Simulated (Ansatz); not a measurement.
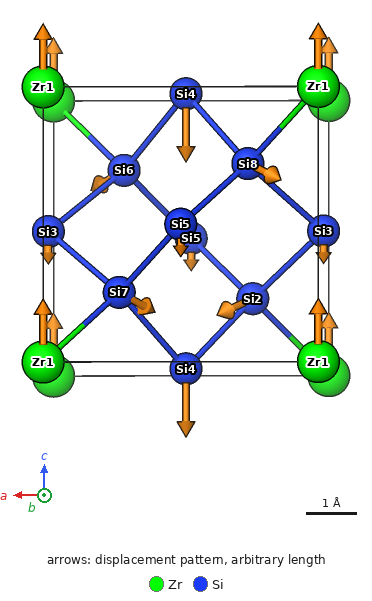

The lowest optical mode of crystalline ZrSi7 (a generated structure), space group P-43m (No. 215), at the zone centre. The orange arrows give the relative displacements of the atoms. The picture is a ball-and-stick view of the cell of the calculation, seen from a free direction.

The calculation used Ansatz, DFT PBEsol, scalar-relativistic, plane waves, PAW. Settings: plane-wave cutoff 420 eV; k-point mesh 6 × 6 × 6; occupations fermi dirac; smearing width 0.15 eV; no spin polarisation.

The frequencies depend somewhat on the k-mesh and the smearing.

**Is the structure stable against all modes at this point?**

Yes: this softest mode has a real frequency, and so have all others here. That speaks for this wave vector alone: the rest of the zone wasn't checked in this run. This is the T₂ mode (triply degenerate; one member of the set is drawn) at 41 cm⁻¹, the lowest optical level, infrared- and Raman-active by symmetry. It mainly bends the Si–Zr, Si–Si bonds; the kinetic energy is shared as Si 59 %, Zr 41 %. The crystal is a metal, so free carriers screen the infrared response.
